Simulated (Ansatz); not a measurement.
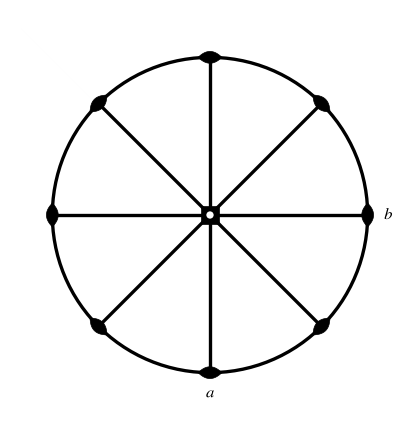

Stereographic projection: heavy lines are mirror planes (a heavy rim: a mirror in the plane of the page); lens, triangle, square and hexagon are 2-, 3-, 4- and 6-fold axes, a lens in an open square is −4, a triangle in an open hexagon −6; thin dashed diameters join the ends of axes that lie in the page; a small open circle marks inversion. The c axis points at the viewer. Computed from the symmetry operations of a computed or model structure of composition Br.

Q: Which point group is this?

A: 4/mmm (D4h), order 16, tetragonal system: one fourfold axis, four twofold axes, five mirror planes, an inversion centre.

Q: Can such a crystal be piezoelectric, pyroelectric or chiral?

A: It is centrosymmetric, so neither piezoelectric nor pyroelectric; it is not chiral.
